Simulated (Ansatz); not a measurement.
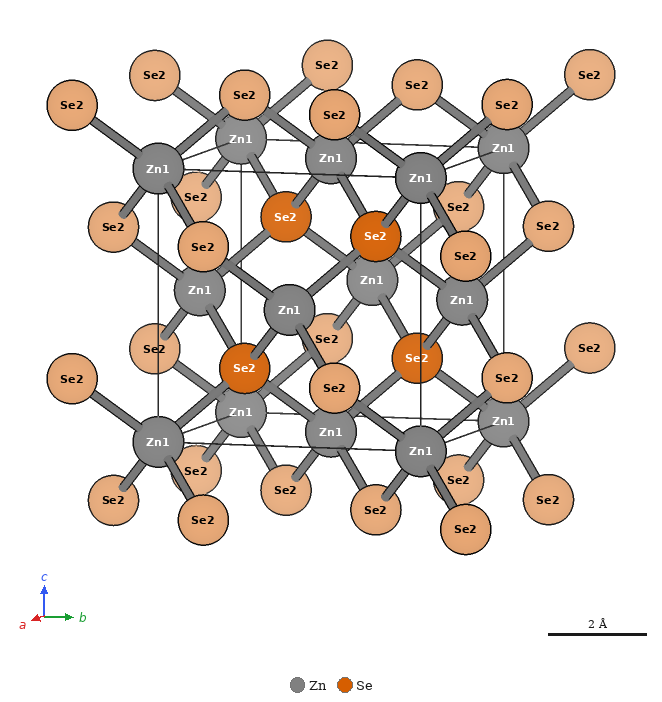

**Figure 1.** The input geometry (ball-and-stick view of the cell 4 times as large as that of the calculation, set on its symmetry axes, seen slightly off an axis; neighbours outside the cell are drawn fainter; atoms are numbered from 1 in the order of the input). Near neighbours in the crystal (not all of them lie inside the picture): Zn has 4 Se at 2.45 Å; Se has 4 Zn at 2.45 Å.

Geometry relaxation of ZnSe

ZnSe (F-43m, 2 atoms in the cell), computed with DFT, PBE, plane waves, PAW, no spin polarisation (Ansatz 0.2.0).

The structure derives from an entry of the Crystallography Open Database. Figures and captions count atoms from 1; the log counts them from 0 in places.

**Output**
```
Engine: ansatz 0.2.0, x86_64-unknown-linux-gnu
Pseudopotentials: kind: paw
Pseudopotential: Zn, paw, valence charge 12, recommended cutoff 420 eV (normal), Zn.paw.azcp
Pseudopotential: Se, paw, valence charge 16, recommended cutoff 420 eV (normal), Se.paw.azcp
Functional definition: PBE
  parameter kappa = 0.804
  parameter beta = 0.06672455060314922
  exchange = pbe_x(kappa = kappa, mu = beta*pi^2/3)
  correlation = pbe_c(beta = beta)
Crystal: 2 atoms, lattice volume = 45.513 Å³
Basis set: ecut = 420 eV, 893 PW (Γ), exchange–correlation on 54×54×54 points (8 copies of the dense FFT grid, shifted against one another)
Bands: 18, of which v1, the nominal top of the filled ones, is band 14 counted from 1 (13 counted from 0)
Symmetry: 24 space group operations
Space group: F-43m (ITA 216), of the structure as read, at distance tolerance 3.6e-5 Å
k-points: 8 of 64 (time reversal used)
Non-local potential: Zn, projectors of the file, l = 0: 2, l = 1: 2, l = 2: 3, l = 3: 1
Non-local potential: Se, projectors of the file, l = 0: 2, l = 1: 2, l = 2: 3, l = 3: 1
PAW form: soft (Blöchl's): semilocal exchange-correlation on the pseudo side does not see the compensation charge
PAW one-centre angular grid: Zn, 590 points (default); XC on 64 Gauss nodes
PAW one-centre angular grid: Se, 590 points (default); XC on 64 Gauss nodes
Initial density: superposition of atomic densities (neutral atoms: chi_scale 0, normalization atom), corrected by the library's trained network
Initial wavefunctions: pseudopotential atomic-orbital guess
Functional: x = pbe(κ = 0.804, μ = 0.2195149727645171), c = pbe(β = 0.06672455060314922)
SCF iter   1: F=—  HF=-8789.459583 eV  |F-HF|=—  |Δ(HF+E_count)|=         —  Δρ=7.22e-4  dr2=2.94e-4  ethr=1.77e-3  ⟨swp⟩=6.0  Hψ=728  notcnv=0
preconditioner: auto → none  [insulator: Δε(μ)=1.281 eV  Ē_g=11.869 eV  σ=0.020 eV  W_gap=1.00  n_scr=14 (ndim 8)  ℏωp=23.4 eV  f_vac=0.121  D(μ)=0.00/eV (n_scr^D=0)  ε∞_Penn≈4.9]
SCF iter   2: F=—  HF=-8789.459572 eV  |F-HF|=—  |Δ(HF+E_count)|=   1.07e-5  Δρ=3.00e-4  dr2=2.87e-5  ethr=1.05e-6  ⟨swp⟩=2.0  Hψ=332  notcnv=0
SCF iter   3: F=—  HF=-8789.459566 eV  |F-HF|=—  |Δ(HF+E_count)|=   6.17e-6  Δρ=1.53e-4  dr2=6.55e-6  ethr=1.02e-7  ⟨swp⟩=2.0  Hψ=256  notcnv=0
SCF iter   4: F=—  HF=-8789.459576 eV  |F-HF|=—  |Δ(HF+E_count)|=   1.01e-5  Δρ=7.53e-5  dr2=1.38e-6  ethr=2.34e-8  ⟨swp⟩=2.0  Hψ=256  notcnv=0
SCF iter   5: F=—  HF=-8789.459576 eV  |F-HF|=—  |Δ(HF+E_count)|=   2.99e-7  Δρ=1.63e-5  dr2=1.52e-7  ethr=4.92e-9  ⟨swp⟩=2.0  Hψ=208  notcnv=0
SCF iter   6: F=-8789.459576 eV  HF=-8789.459576 eV  |F-HF|=7.02e-10  |Δ(HF+E_count)|=   8.91e-8  Δρ=4.34e-6  dr2=4.37e-9  ethr=3.57e-10  ⟨swp⟩=9.2  Hψ=1114  notcnv=0
SCF 1 converged in 6 iterations: F = -8789.459576 eV  dr2 = 4.37e-9
  greatest PAW one-centre occupation: 1.000 electrons in one spin orbital (limit 2), on the Se atom at site 1 (counted from 0), in its partial waves of l = 2
relax step   1: F+E_penalty+E_count = -8789.45957557 eV  Δ(F+E_penalty+E_count) = +0.000e0 eV  max|allowed force component| = 1.712e-16 eV/Å  Δτ_max = 0.0000 Å  P = +2.440 GPa  Ω = 45.513 Å³  (6 SCF iters, dr2 threshold 1.00e-7 eV, accepted)
Crystal: 2 atoms, lattice volume = 46.861 Å³
Basis set: ecut = 420 eV, 941 PW (Γ), exchange–correlation on 54×54×54 points (8 copies of the dense FFT grid, shifted against one another)
Initial density: handed on by an earlier stage of this run
Initial wavefunctions: those handed on with the density
iter 1 solved again at ethr=1.84e-6 eV; its pass at ethr=3.10e-3 eV (dr2=5.14e-4 eV) is discarded
SCF iter   1: F=—  HF=-8789.471761 eV  |F-HF|=—  |Δ(HF+E_count)|=         —  Δρ=9.26e-4  dr2=5.09e-4  ethr=1.84e-6  ⟨swp⟩=2.1  Hψ=930  notcnv=0
preconditioner: auto → none  [insulator: Δε(μ)=1.166 eV  Ē_g=11.716 eV  σ=0.020 eV  W_gap=1.00  n_scr=14 (ndim 8)  ℏωp=23.0 eV  f_vac=0.131  D(μ)=0.00/eV (n_scr^D=0)  ε∞_Penn≈4.9]
SCF iter   2: F=—  HF=-8789.471706 eV  |F-HF|=—  |Δ(HF+E_count)|=   5.51e-5  Δρ=6.24e-4  dr2=1.11e-4  ethr=1.82e-6  ⟨swp⟩=2.0  Hψ=223  notcnv=0
SCF iter   3: F=—  HF=-8789.471720 eV  |F-HF|=—  |Δ(HF+E_count)|=   1.47e-5  Δρ=2.40e-4  dr2=2.84e-5  ethr=3.95e-7  ⟨swp⟩=2.0  Hψ=208  notcnv=0
SCF iter   4: F=—  HF=-8789.471711 eV  |F-HF|=—  |Δ(HF+E_count)|=   8.87e-6  Δρ=7.85e-5  dr2=1.54e-6  ethr=1.01e-7  ⟨swp⟩=2.0  Hψ=208  notcnv=0
SCF iter   5: F=-8789.471712 eV  HF=-8789.471712 eV  |F-HF|=1.90e-9  |Δ(HF+E_count)|=   3.70e-7  Δρ=1.10e-5  dr2=6.88e-8  ethr=7.14e-10  ⟨swp⟩=6.4  Hψ=947  notcnv=0
SCF 2 converged in 5 iterations: F = -8789.471712 eV  dr2 = 6.88e-8
relax step   2: F+E_penalty+E_count = -8789.47171179 eV  Δ(F+E_penalty+E_count) = -1.214e-2 eV  max|allowed force component| = 7.633e-17 eV/Å  Δτ_max = 0.0000 Å  P = +0.600 GPa  Ω = 46.861 Å³  energy of the carried Pulay correction = -4.469e-4 eV  (5 SCF iters, dr2 threshold 2.00e-7 eV, accepted)
Crystal: 2 atoms, lattice volume = 47.318 Å³
iter 1 solved again at ethr=2.60e-7 eV; its pass at ethr=3.10e-3 eV (dr2=7.28e-5 eV) is discarded
SCF iter   1: F=—  HF=-8789.472481 eV  |F-HF|=—  |Δ(HF+E_count)|=         —  Δρ=3.00e-4  dr2=5.61e-5  ethr=2.60e-7  ⟨swp⟩=2.8  Hψ=881  notcnv=0
preconditioner: auto → none  [insulator: Δε(μ)=1.123 eV  Ē_g=11.678 eV  σ=0.020 eV  W_gap=1.00  n_scr=14 (ndim 8)  ℏωp=22.9 eV  f_vac=0.131  D(μ)=0.00/eV (n_scr^D=0)  ε∞_Penn≈4.8]
SCF iter   2: F=—  HF=-8789.472469 eV  |F-HF|=—  |Δ(HF+E_count)|=   1.16e-5  Δρ=2.13e-4  dr2=1.27e-5  ethr=2.00e-7  ⟨swp⟩=2.0  Hψ=207  notcnv=0
SCF iter   3: F=—  HF=-8789.472471 eV  |F-HF|=—  |Δ(HF+E_count)|=   1.45e-6  Δρ=7.19e-5  dr2=2.83e-6  ethr=4.52e-8  ⟨swp⟩=2.0  Hψ=208  notcnv=0
SCF iter   4: F=-8789.472470 eV  HF=-8789.472470 eV  |F-HF|=2.26e-8  |Δ(HF+E_count)|=   3.82e-7  Δρ=2.54e-5  dr2=1.60e-7  ethr=7.14e-10  ⟨swp⟩=6.5  Hψ=983  notcnv=0
SCF 3 converged in 4 iterations: F = -8789.472470 eV  dr2 = 1.60e-7
relax step   3: F+E_penalty+E_count = -8789.47247012 eV  Δ(F+E_penalty+E_count) = -7.583e-4 eV  max|allowed force component| = 5.146e-17 eV/Å  Δτ_max = 0.0000 Å  P = +0.040 GPa  Ω = 47.318 Å³  energy of the carried Pulay correction = -5.956e-4 eV  (4 SCF iters, dr2 threshold 2.00e-7 eV, accepted)
Basis set: ecut = 420 eV, 941 PW (Γ), exchange–correlation on 60×60×60 points (8 copies of the dense FFT grid, shifted against one another)
Initial wavefunctions: pseudopotential atomic-orbital guess (no wavefunctions were taken with the density)
iter 1 solved again at ethr=1.31e-7 eV; its pass at ethr=3.10e-3 eV (dr2=3.68e-5 eV) is discarded
SCF iter   1: F=—  HF=-8789.464379 eV  |F-HF|=—  |Δ(HF+E_count)|=         —  Δρ=7.61e-4  dr2=1.09e-5  ethr=1.31e-7  ⟨swp⟩=3.2  Hψ=1086  notcnv=0
preconditioner: auto → none  [insulator: Δε(μ)=1.127 eV  Ē_g=11.687 eV  σ=0.020 eV  W_gap=1.00  n_scr=14 (ndim 8)  ℏωp=22.9 eV  f_vac=0.136  D(μ)=0.00/eV (n_scr^D=0)  ε∞_Penn≈4.8]
SCF iter   2: F=—  HF=-8789.470742 eV  |F-HF|=—  |Δ(HF+E_count)|=   6.36e-3  Δρ=3.79e-4  dr2=2.34e-6  ethr=3.90e-8  ⟨swp⟩=2.0  Hψ=240  notcnv=0
SCF iter   3: F=—  HF=-8789.472558 eV  |F-HF|=—  |Δ(HF+E_count)|=   1.82e-3  Δρ=1.64e-4  dr2=5.67e-7  ethr=8.35e-9  ⟨swp⟩=2.0  Hψ=227  notcnv=0
SCF iter   4: F=—  HF=-8789.472937 eV  |F-HF|=—  |Δ(HF+E_count)|=   3.79e-4  Δρ=4.17e-5  dr2=7.38e-8  ethr=2.02e-9  ⟨swp⟩=2.0  Hψ=215  notcnv=0
SCF iter   5: F=—  HF=-8789.472962 eV  |F-HF|=—  |Δ(HF+E_count)|=   2.54e-5  Δρ=5.02e-6  dr2=4.17e-9  ethr=2.64e-10  ⟨swp⟩=2.0  Hψ=252  notcnv=0
SCF iter   6: F=—  HF=-8789.472962 eV  |F-HF|=—  |Δ(HF+E_count)|=   2.22e-7  Δρ=2.21e-6  dr2=1.87e-9  ethr=1.49e-11  ⟨swp⟩=2.0  Hψ=211  notcnv=0
SCF iter   7: F=—  HF=-8789.472962 eV  |F-HF|=—  |Δ(HF+E_count)|=  6.93e-10  Δρ=5.88e-7  dr2=1.68e-10  ethr=6.68e-12  ⟨swp⟩=2.0  Hψ=208  notcnv=0
SCF iter   8: F=-8789.472962 eV  HF=-8789.472962 eV  |F-HF|=9.09e-12  |Δ(HF+E_count)|=  1.82e-12  Δρ=9.57e-8  dr2=3.53e-12  ethr=1.00e-12  ⟨swp⟩=4.2  Hψ=684  notcnv=0
SCF 4 converged in 8 iterations: F = -8789.472962 eV  dr2 = 3.53e-12
relax step   4: F+E_penalty+E_count = -8789.47296229 eV  Δ(F+E_penalty+E_count) = -4.922e-4 eV  max|allowed force component| = 6.072e-17 eV/Å  Δτ_max = 0.0000 Å  P = +0.042 GPa  Ω = 47.318 Å³  stress off target by 4.20e-2 GPa  SCF on the basis re-selected at this cell (its energy is not comparable with the rows above)  (8 SCF iters)
```

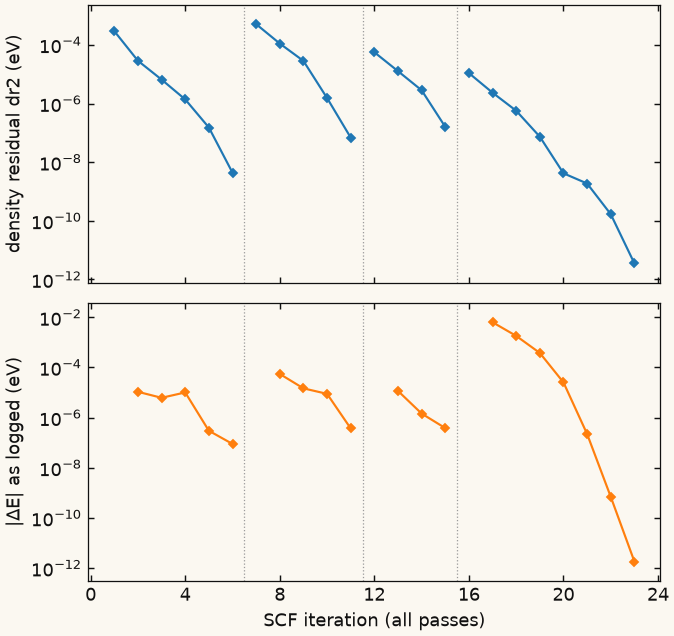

**Figure 2.** Convergence of the self-consistent field: density residual dr2 and size of the energy change against the SCF iteration. The dotted lines part the SCF passes of the relaxation: geometry steps, rejected trials and re-solves on a re-selected basis. The passes take 6, 5, 4 and 8 iterations.

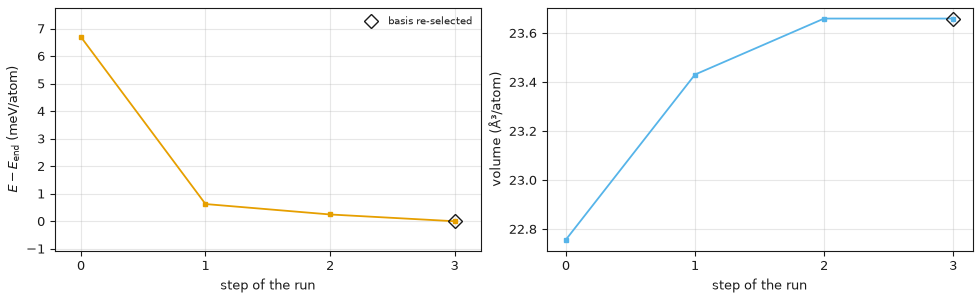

**Figure 3.** Progress of the relaxation, step by step (the first geometry is step 0 here and step 1 in the log).

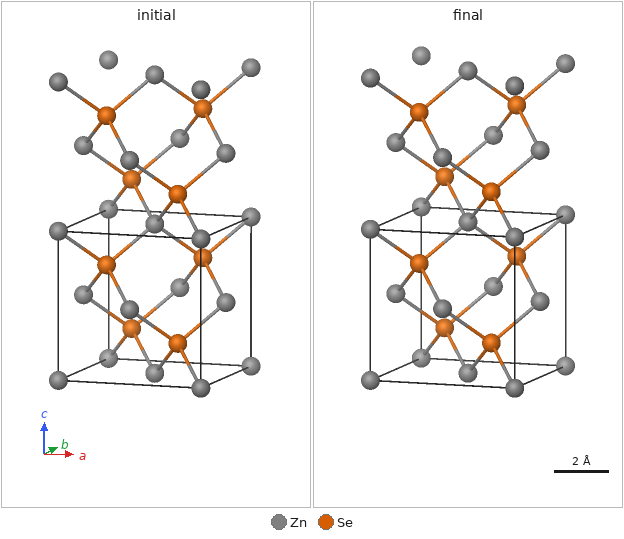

**Figure 4.** Before (left) and after (right) the relaxation, at one scale (ball-and-stick view of the cell 4 times as large as that of the calculation, set on its symmetry axes, repeated 1 × 1 × 2, seen slightly off an axis). The energy falls by 6.4 meV per atom in 2 geometry steps. All forces vanish by symmetry, so only the cell relaxes. The pressure goes from 2.44 to 0.04 GPa. No atom moves by more than 0.005 Å relative to the cell. Cell: a = b = c 5.668 → 5.742 Å (+1.3 %). Volume +4.0 %. Distances before and after: Zn1–Se2 2.454 → 2.486 Å. The space group stays F-43m (No. 216). A last SCF at the same geometry on a re-selected plane-wave basis shifts the energy by −0.2 meV per atom. (Atoms are counted from 1 in the order of the input.)

```
basis re-selected at this cell: Δ(F+E_penalty+E_count) = -4.922e-4 eV, ΔP = +0.002 GPa vs the last step (what re-selecting the basis moved, of the pressure what is left beyond the Pulay correction that the steps carried, after the strain that the cell walked since its last selection, with what the two solves' SCF thresholds leave and, on support functions, any second-order correction that the steps lacked; it is no measure of the basis error at this ecutwfc). The dense FFT grid was sized anew with the basis: this SCF ran on 30×30×30 points, the steps before it on 27×27×27, so part of this shift can come from that change (see relax.cell in the input reference). This SCF's stress stands 4.20e-2 GPa from its target on what of the cell is left free (relax.cell.stress_tol is 5.00e-2 GPa) and its largest allowed force component is 6.07e-17 eV/Å (relax.f_tol is 5.00e-3 eV/Å): within both
SCF converged after 8 iterations
Free energy (F): -8789.472962 eV
Harris-Foulkes:  -8789.472962 eV  (|F-HF|=9.09e-12)
Internal energy: -8789.472962 eV  (E = F + TS)
E sigma→0 (E₀):  -8789.472962 eV
Fermi energy:    6.847132 eV
--- Per-component energies (eV) ---
  E_band       = -392.192459
  E_kinetic    = 249.519308
  E_local      = -4450.202342  (includes V_loc(G=0)·N_el)
  E_nonlocal   = 18.812959
  E_hartree    = 2059.246588
  E_xc         = -240.992400
  E_vxc        = -149.611799  (∫ρ·V_xc dr)
  E_paw        = -3739.963645  (= ΣΔE_a)
  E_vpaw       = -179.202821  (= ΣTr[D̂ρ^β])
  E_aug_tail   = -0.000925  (compensation charges beyond the density's cutoff)
  E_ewald      = -2685.892504
  E_smearing   = -0.000000  (= −TS)
  E_closure    = 0.000000  (closes the sum)
  Σ components = -8789.472962   (vs F -8789.472962, Δ=0.00e0)
--- Forces (eV/Å), atoms counted from 1 ---
  atom   1  Zn     0.00000000    -0.00000000    -0.00000000
  atom   2  Se    -0.00000000     0.00000000     0.00000000
  max |Σ_I F_I| component: 7.86e-17 eV/Å
--- Stress (GPa, compression-positive) ---
        0.041999      -0.000000       0.000000
        0.000000       0.041999       0.000000
        0.000000       0.000000       0.041999
  P = ⅓ Tr σ = 0.0420 GPa (0.420 kbar)
--- Band table (eV; the first three rows and the last of 8) ---
  k-point 0: bands = ["-40.4500", "-40.4500", "-40.4500", "-40.4462", "-40.4462", "-6.7287", "-0.1513", "-0.1513", "-0.1513", "0.1823", "0.1823", "6.2863", "6.2863", "6.2863", "7.4076", "12.0840", "12.0840", "12.0840"]
  k-point 1: bands = ["-40.4500", "-40.4500", "-40.4500", "-40.4462", "-40.4462", "-6.3930", "-0.1051", "-0.1051", "-0.0831", "0.1826", "0.1826", "3.3287", "5.8399", "5.8399", "8.9170", "12.6920", "12.6920", "12.7337"]
  k-point 2: bands = ["-40.4500", "-40.4499", "-40.4499", "-40.4462", "-40.4462", "-6.0012", "-0.0714", "-0.0714", "0.1989", "0.1989", "0.3284", "1.2926", "5.4714", "5.4714", "8.7464", "12.6601", "12.6601", "14.7341"]
  k-point 7: bands = ["-40.4500", "-40.4499", "-40.4497", "-40.4462", "-40.4461", "-5.7504", "-0.0370", "0.0348", "0.1554", "0.1580", "0.4541", "1.7747", "3.6744", "3.7948", "11.6466", "11.7578", "13.1481", "13.9924"]
--- Relaxed structure (3 steps of the walk, 3 accepted, 1 SCFs on fresh bases) ---
  F+E_penalty+E_count = -8789.47296229 eV   max|allowed force component| = 6.072e-17 eV/Å   (the final SCF, on the basis selected at the relaxed cell)
  cell:  # Å, volume = 47.3184 Å³
    - [5.8278317626243315e-34, 2.870780503198268, 2.870780503198268]
    - [2.870780503198268, 3.5380989553418754e-33, 2.870780503198268]
    - [2.870780503198268, 2.870780503198268, 4.178205066974384e-33]
  atoms:
    - { symbol: Zn, position: [-6.796280416356962e-34, 8.382079180173585e-34, 6.909551756629578e-34] }
    - { symbol: Se, position: [0.25, 0.25, 0.25] }
```

**Trajectory as extended XYZ (Å, eV, eV/Å), 4 frames, from step=1 to step=4**
```
2
Lattice="0.0000 2.8338 2.8338 2.8338 0.0000 2.8338 2.8338 2.8338 0.0000" Properties=species:S:1:pos:R:3:forces:R:3 step=1 energy=-8789.45958 pressure_GPa=2.44
Zn    0.0000    0.0000    0.0000    0.0000   0.0000   0.0000
Se    1.4169    1.4169    1.4169    0.0000   0.0000   0.0000
2
Lattice="0.0000 2.8615 2.8615 2.8615 0.0000 2.8615 2.8615 2.8615 0.0000" Properties=species:S:1:pos:R:3:forces:R:3 step=2 energy=-8789.47171 pressure_GPa=0.60
Zn    0.0000    0.0000    0.0000    0.0000   0.0000   0.0000
Se    1.4308    1.4308    1.4308    0.0000   0.0000   0.0000
2
Lattice="0.0000 2.8708 2.8708 2.8708 0.0000 2.8708 2.8708 2.8708 0.0000" Properties=species:S:1:pos:R:3:forces:R:3 step=3 energy=-8789.47247 pressure_GPa=0.04
Zn    0.0000    0.0000    0.0000    0.0000   0.0000   0.0000
Se    1.4354    1.4354    1.4354    0.0000   0.0000   0.0000
2
Lattice="0.0000 2.8708 2.8708 2.8708 0.0000 2.8708 2.8708 2.8708 0.0000" Properties=species:S:1:pos:R:3:forces:R:3 step=4 energy=-8789.47296 pressure_GPa=0.04
Zn    0.0000    0.0000    0.0000    0.0000   0.0000   0.0000
Se    1.4354    1.4354    1.4354    0.0000   0.0000   0.0000
```

The run was set up as follows.

**The input**
```yaml
crystal:
  lattice:
    - [0.0, 2.8338, 2.8338]
    - [2.8338, 0.0, 2.8338]
    - [2.8338, 2.8338, 0.0]
  atoms:
    - { symbol: Zn, position: [0.0, 0.0, 0.0] }
    - { symbol: Se, position: [0.25, 0.25, 0.25] }
basis:
  ecutwfc: 420
kpoints:
  mp_grid: { grid: [4, 4, 4] }
hamiltonian:
  xc: pbe
scf:
  occupations: { method: gaussian, width: 0.02 }
output:
  forces: true
  stress: true
  eigenvalues: true
  write_density: true
  write_potential: true
  elf: true
  volumetric_format: npy
relax:
  adjacent_minimum: "off"
  f_tol: 0.005
  max_steps: 80
  cell: { stress_tol: 0.05 }
```

Command:
```bash
ansatz run input.yaml --threads 1 --pin off --max-ram 2560MiB --backend cpu --events-out ev --progress --plain --runs-dir out
```

**Key numbers**

```json
{"quantity": "outcome", "value": "converged"}
{"quantity": "space group (tolerance 0.01 Å)", "value": "F-43m (216)"}
{"quantity": "electrons treated", "value": "28"}
{"quantity": "free energy", "value": "−8789.4730 eV"}
{"quantity": "Fermi energy", "value": "6.847 eV"}
{"quantity": "gap on the k-point mesh", "value": "1.12 eV"}
{"quantity": "pressure", "value": "0.04 GPa"}
{"quantity": "final volume", "value": "47.32 Å³"}
{"quantity": "largest force (length of the vector) at the end", "value": "under 0.001 eV/Å"}
{"quantity": "final cell", "value": "a = 4.060 Å, b = 4.060 Å, c = 4.060 Å, α = 60.00°, β = 60.00°, γ = 60.00°"}
{"quantity": "hardware", "value": "1 thread of Intel Xeon @ 2.50GHz (Skylake/Cascade Lake), 189 GiB of memory available, shared host"}
{"quantity": "wall time", "value": "23 s (CPU time 10 s; the host was busy)"}
{"quantity": "peak memory", "value": "0.34 GiB"}
```

**Remarks**

These settings are looser than, or depart from, a standard set-up, so the numbers are not reference values for this system.
